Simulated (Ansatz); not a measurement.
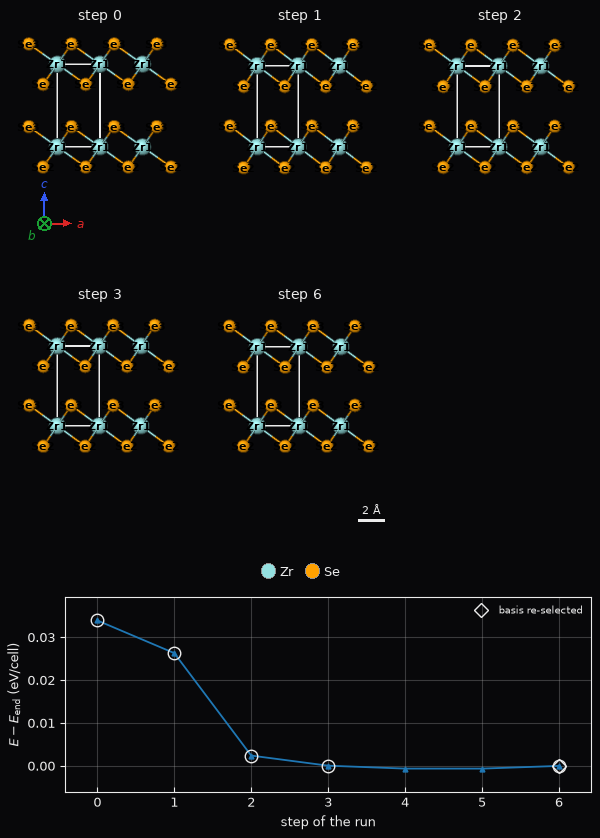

Frames of a relaxation of solid ZrSe2 (built on the database structure type), marked on the history of the run. Style: ball-and-stick. Shown: the cell of the calculation, repeated 2 × 1 × 1 with one cell outlined, along the b axis.

The calculation used DFT, PBEsol, plane waves, PAW (Ansatz).

Input
```yaml
crystal:
  lattice:
    - [3.8111525102, 0.0, 0.0]
    - [-1.9055762551, 3.3005548915, 0.0]
    - [0.0, 0.0, 6.39990689]
  atoms:
    - { symbol: Zr, position: [0.0, 0.0, 0.0] }
    - { symbol: Se, position: [0.66666667, 0.33333333, 0.75588241] }
    - { symbol: Se, position: [0.33333333, 0.66666667, 0.24411759] }
kpoints:
  mp_grid: { grid: [6, 6, 4] }
hamiltonian:
  xc: pbesol
scf:
  occupations: { method: fermi_dirac, width: 0.03 }
relax:
  f_tol: 0.01
  cell: {}
  max_steps: 120
output:
  write_density: true
  write_potential: true
  elf: true
  volumetric_format: npy
```

Command:
```bash
ansatz run input.yaml --threads 2 --pin off --max-ram 20275MiB --backend cpu --events-out ev --progress --plain --runs-dir out
```

**Describe the path.**

After 5 accepted moves (6 points after the start) the energy has fallen by 33.9 meV per cell of the calculation. Largest force component: 0.11 eV/Å at the start, 0.00016 eV/Å at the end. Pressure: −2.29 GPa at the start and 0.00 GPa at the end. The SCF was repeated once at an unchanged geometry on a basis and grid sized afresh for the cell, which shifted the energy by 0.6 meV per cell of the calculation at most. The largest moves relative to the cell, 0.087 Å, are those of Se2 and Se3. Se2 goes along −c. Zr stays in place. Cell: a = b 3.811 → 3.738 Å (−1.9 %), c 6.400 → 6.126 Å (−4.3 %). Volume −7.9 %. Among the contacts that change: Zr1–Se2 2.699 → 2.676 Å. The space group stays P-3m1 (No. 164). From step 0 to 1: Se atoms move most (0.08 Å), volume −9.4 %, energy −7.6 meV per cell of the calculation. From step 1 to 2: Se atoms move most (0.02 Å), volume +3.5 %, energy −23.9 meV per cell of the calculation. From step 2 to 3: volume −0.7 %, energy −2.4 meV per cell of the calculation. From step 3 to 6: Se atoms move most (0.02 Å), volume −1.0 %, energy −0.1 meV per cell of the calculation.

| step | E − E(0), meV/atom | largest force component, eV/Å | pressure, GPa | volume, Å³/atom | note |
| --- | --- | --- | --- | --- | --- |
| 0 | 0.00 | 0.1138 | -2.29 | 26.835 |  |
| 1 | -2.54 | 0.1285 | 1.99 | 24.305 |  |
| 2 | -10.51 | 0.0231 | -0.13 | 25.145 |  |
| 3 | -11.29 | 0.0013 | -0.11 | 24.965 |  |
| 4 | -11.52 | 0.0023 | 0.01 | 24.662 |  |
| 5 | -11.52 | 0.0001 | 0.00 | 24.709 |  |
| 6 | -11.31 | 0.0002 | 0.00 | 24.709 | same geometry, new basis |
